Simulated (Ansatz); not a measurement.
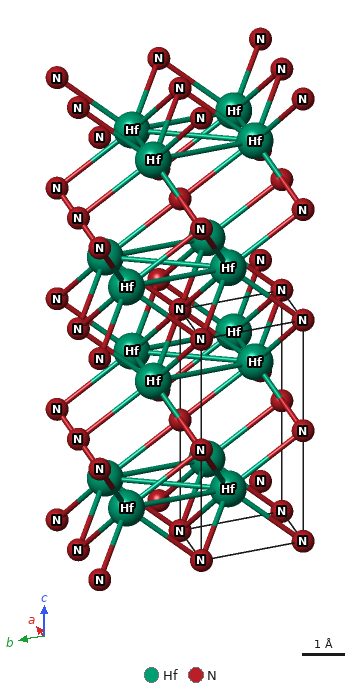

Reference structure: a symmetric starting cell of HfN. The picture is a ball-and-stick view of the cell of the calculation, repeated 2 × 2 × 2 with one cell outlined, seen from a free direction.

Computed with DFT PBE, scalar-relativistic, plane waves, PAW (Ansatz). Settings: plane-wave cutoff 420 eV; k-point mesh 15 × 15 × 8; occupations gaussian; smearing width 0.1 eV; no spin polarisation.

The variant: The cell is strained by −1.4 % along c and +0.1 % across it (volume −1.2 %), the atoms keeping their fractional coordinates. No relaxation follows. The starting cell wasn't computed here and needn't be at equilibrium, so pressure and forces aren't due to the change alone.

Input
```yaml
crystal:
  lattice:
    - [3.1371672862, 0.0, 0.0]
    - [-1.5685836432, 2.7168665658, 0.0]
    - [0.0, 0.0, 5.3411496426]
  atoms:
    - { symbol: Hf, position: [0.66666667, 0.33333333, 0.75] }
    - { symbol: Hf, position: [0.33333333, 0.66666667, 0.25] }
    - { symbol: "N", position: [0.0, 0.0, 0.0] }
    - { symbol: "N", position: [0.0, 0.0, 0.5] }
basis:
  ecutwfc: 420
kpoints:
  mp_grid: { grid: [15, 15, 8] }
hamiltonian:
  xc: pbe
scf:
  occupations: { method: gaussian, width: 0.1 }
output:
  forces: true
  stress: true
  eigenvalues: true
```

Command:
```bash
ansatz run input.yaml --threads 1 --pin off --max-ram 1331MiB --backend cpu --events-out ev --progress --plain --runs-dir out
```

Predict the response.

Answer. Some distances before and after: Hf–Hf 3.257 → 3.227 Å, Hf–N 2.260 → 2.250 Å. The space group stays P6_3/mmc (No. 194). The pressure is 9.6 GPa (not all of it need come from the change, since the unchanged cell can be under pressure at this level too). The principal stresses (compression positive) are 13.7 GPa along c and 7.6 GPa across it. All forces vanish by symmetry.

Drawn alike, the variant:

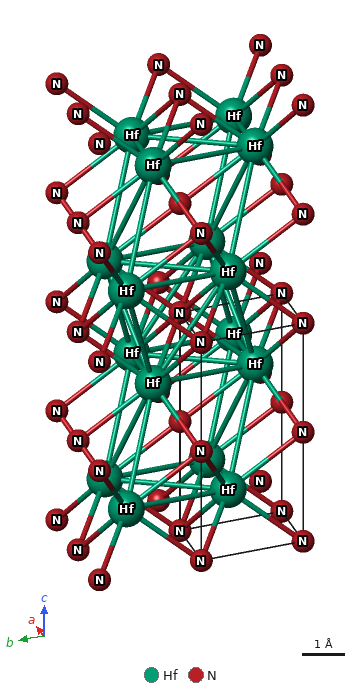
